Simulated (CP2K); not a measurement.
# GaSb: 6 runs along one coordinate

System: GaSb (2 atoms in the cell).
Method: Kohn-Sham DFT of a periodic cell, PBE, GTH-PBE with UZH-TZVP basis, no spin polarisation (CP2K 2026.2).

The 6 runs differ only in the geometry, by an even scaling of the cell at fixed fractional positions. The structure derives from a Materials Project entry.

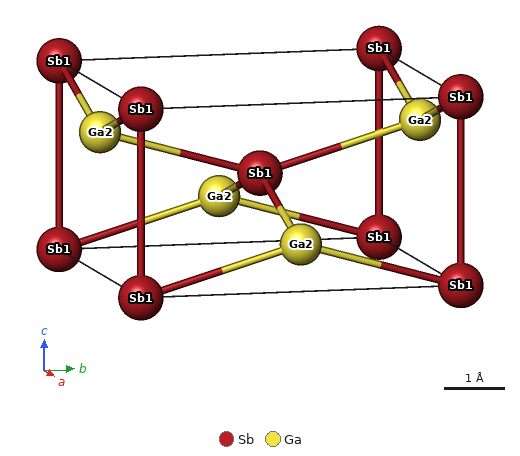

Figure 1. The structure of run 4 (ball-and-stick view of the cell 2 times as large as that of the calculation, set on its symmetry axes, seen slightly off an axis; atoms are numbered from 1 in the order of the input).

**Input of run 4**
```
&GLOBAL
  PROJECT gasb_eos
  RUN_TYPE ENERGY_FORCE
  PRINT_LEVEL LOW
&END GLOBAL
&FORCE_EVAL
  METHOD QS
  STRESS_TENSOR ANALYTICAL
  &DFT
    BASIS_SET_FILE_NAME BASIS_MOLOPT_UZH
    POTENTIAL_FILE_NAME POTENTIAL_UZH
    WFN_RESTART_FILE_NAME previous-RESTART.kp
    &MGRID
      CUTOFF 450
      REL_CUTOFF 60
      NGRIDS 4
    &END MGRID
    &QS
      METHOD GPW
      EPS_DEFAULT 1.0E-10
    &END QS
    &KPOINTS
      SCHEME MONKHORST-PACK 10 10 10
      GAMMA_CENTERED T
      SYMMETRY T
      SYMMETRY_BACKEND SPGLIB
    &END KPOINTS
    &SCF
      SCF_GUESS RESTART
      EPS_SCF 1.0E-6
      MAX_SCF 100
      ADDED_MOS 10
      CHOLESKY OFF
      EPS_EIGVAL 1.0E-7
      &DIAGONALIZATION ON
        ALGORITHM STANDARD
      &END DIAGONALIZATION
      &MIXING ON
        METHOD BROYDEN_MIXING
        ALPHA 0.4
        BETA 1.5
        NBUFFER 8
      &END MIXING
      &SMEAR ON
        METHOD FERMI_DIRAC
        ELECTRONIC_TEMPERATURE [K] 580.226
      &END SMEAR
    &END SCF
    &XC
      &XC_FUNCTIONAL PBE
      &END XC_FUNCTIONAL
    &END XC
    &PRINT
      &KPOINTS ON
      &END KPOINTS
      &MULLIKEN ON
      &END MULLIKEN
      &MO ON
        ENERGIES T
        OCCUPATION_NUMBERS T
        &EACH
          QS_SCF 0
        &END EACH
        ADD_LAST NUMERIC
      &END MO
    &END PRINT
  &END DFT
  &SUBSYS
    &CELL
      A 4.2341794376 0.0000000000 0.0000000000
      B -3.0230945937 2.9646542104 0.0000000000
      C -0.6055424220 -1.4823271052 3.9197321641
      PERIODIC XYZ
    &END CELL
    &COORD
      SCALED
      Sb  0.0000000000 0.0000000000 0.0000000000
      Ga  0.7500000000 0.2500000000 0.5000000000
    &END COORD
    &KIND Sb
      BASIS_SET TZVP-MOLOPT-PBE-GTH-q5
      POTENTIAL GTH-PBE-q5
    &END KIND
    &KIND Ga
      BASIS_SET TZVP-MOLOPT-PBE-GTH-q13
      POTENTIAL GTH-PBE-q13
    &END KIND
    &PRINT
      &ATOMIC_COORDINATES ON
      &END ATOMIC_COORDINATES
      &CELL ON
      &END CELL
    &END PRINT
  &END SUBSYS
  &PRINT
    &FORCES ON
    &END FORCES
    &STRESS_TENSOR ON
    &END STRESS_TENSOR
  &END PRINT
&END FORCE_EVAL
```

Command:
```bash
OMP_NUM_THREADS=1 cp2k.psmp -i gasb_eos.inp -o gasb_eos.out
```

Run 3 differs from it as follows:
```diff
-      A 4.2341794376 0.0000000000 0.0000000000
-      B -3.0230945937 2.9646542104 0.0000000000
-      C -0.6055424220 -1.4823271052 3.9197321641
+      A 4.1780909865 0.0000000000 0.0000000000
+      B -2.9830488905 2.9253826432 0.0000000000
+      C -0.5975210480 -1.4626913215 3.8678090681
```

**Results, with one run withheld**

| run | volume per atom (Å³) | free energy per atom, from the lowest run given (meV) | pressure (GPa) |
| --- | --- | --- | --- |
| 1 | 22.672 | 22.25 | 5.21 |
| 2 | 23.155 | 8.72 | 3.80 |
| 3 | 23.637 | ? | ? |
| 4 | 24.602 | 0.00 | −0.08 |
| 5 | 25.084 | 1.64 | −0.99 |
| 6 | 25.567 | 5.88 | −1.81 |

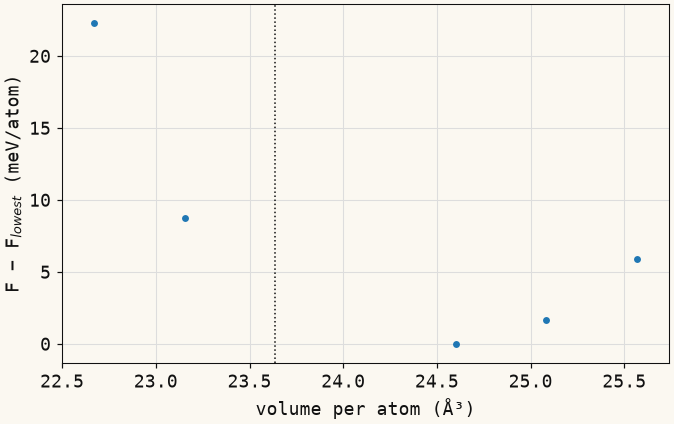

Figure 2. Free energy per atom of the runs given; the dotted line marks run 3.

What should run 3 give?

A cubic polynomial in V^(−2/3) (the Birch–Murnaghan form), fitted to the 5 runs given, misses them by at most 0.49 meV per atom. With x = V^(−2/3) − 0.11961 Å⁻², it reads F = −0.99492 + 310.89 x + 5.8819e+05 x² + 3.8476e+07 x³ (meV per atom). At run 3 it gives 1.71 meV per atom, and the run itself gives −0.77. The slope of the fit gives a pressure −dF/dV of 1.54 GPa there, and the run prints 2.54 GPa. Energies and printed pressures part between runs 3 and 4: the energies differ there by 7.9 meV per atom from what the pressures give, and by at most 0.1 in the other intervals. A smooth fit can't follow such a step, as when the grid or the electronic state changes between two volumes. The fit has its minimum at 24.257 Å³ per atom, where V d²F/dV² gives 46.6 GPa. Cell shape and fractional positions are held, so this is the stiffness under even scaling; the relaxed bulk modulus wasn't computed.

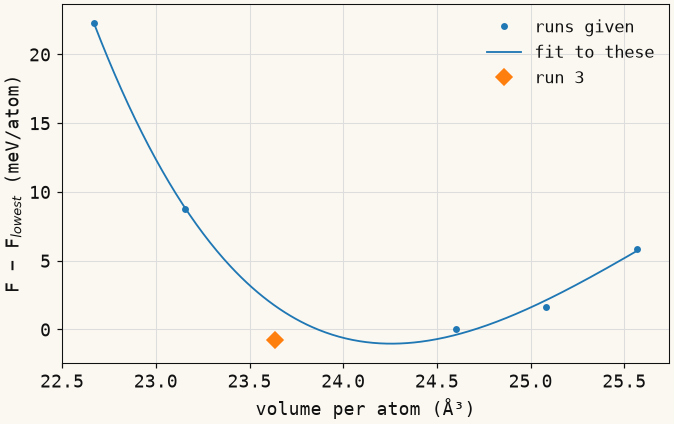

Figure 3. The fit and the withheld run.

**Some lines of the output (run 3)**
```
[...]
 CELL| Volume [angstrom^3]:                                            47.274354
 CELL_REF| Volume [angstrom^3]:                                        47.274354
                        Smear method:                                FERMI_DIRAC
  Step     Update method      Time    Convergence         Total energy    Change
  Fermi energy:                                                 0.20853767905778
  Total energy:                                               -80.12626302396872
  Total energy (extrapolated to T->0):                        -80.12616984879614
 MO| E(Fermi):            0.208538 a.u.          5.674599 eV
 MO| Band gap:            0.077847 a.u.          2.118317 eV
 MO| Band gap:            0.108533 a.u.          2.953324 eV
 MO| Band gap:            0.130480 a.u.          3.550548 eV
 MO| Band gap:            0.042693 a.u.          1.161728 eV
 MO| Band gap:            0.036350 a.u.          0.989142 eV
 MO| Band gap:            0.175917 a.u.          4.786958 eV
```
